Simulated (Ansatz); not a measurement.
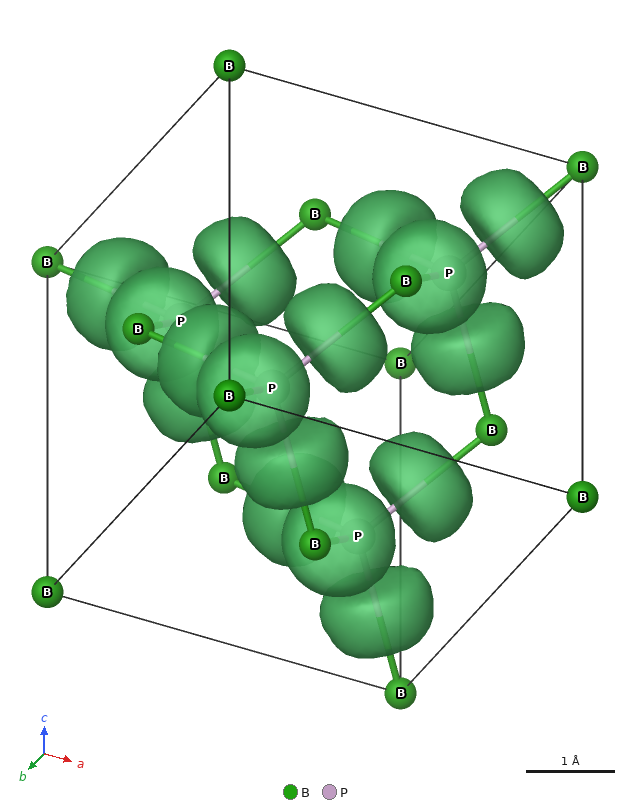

Figure. BP. Isosurface of the ELF at 0.75 (green), seen at an oblique angle. Only the valence region is drawn (cores and ρ < 0.01 e/Å³ removed). Sticks mark near contacts.

Space group F-43m.

All numbers below come from DFT r2SCAN, scalar-relativistic, plane waves, PAW (Ansatz 0.2.0).

In a PAW calculation such maps are meaningful between the atoms, not at the nuclei.

```cif
data_structure
_symmetry_space_group_name_H-M 'P 1'
_symmetry_Int_Tables_number 1
_cell_length_a 4.5380
_cell_length_b 4.5380
_cell_length_c 4.5380
_cell_angle_alpha 90.000
_cell_angle_beta 90.000
_cell_angle_gamma 90.000
_cell_volume 93.45
loop_
_atom_site_label
_atom_site_type_symbol
_atom_site_fract_x
_atom_site_fract_y
_atom_site_fract_z
_atom_site_occupancy
B1 B 0.50000 0.50000 0.00000 1
B2 B 0.00000 0.50000 0.50000 1
B3 B 0.00000 0.00000 0.00000 1
B4 B 0.50000 0.00000 0.50000 1
P1 P 0.75000 0.75000 0.25000 1
P2 P 0.25000 0.75000 0.75000 1
P3 P 0.25000 0.25000 0.25000 1
P4 P 0.75000 0.25000 0.75000 1
```

Question: What do the ELF domains correspond to?

Answer: At this value the surface marks out 16 regions between bonded B–P atoms (shared pairs), counted in one cell of 8 atoms. Any copies at cell faces, edges or corners count once.

Values along the shortest contacts:
B–P (1.97 Å): the ELF peaks at about 0.95 between the atoms, as expected for localised, covalent bonding.

Question: Does the calculation make it a metal, or give it a gap?

Answer: It is gapped, with a Kohn–Sham gap of 1.4 eV on the k-point mesh, an upper bound to the gap of this method.
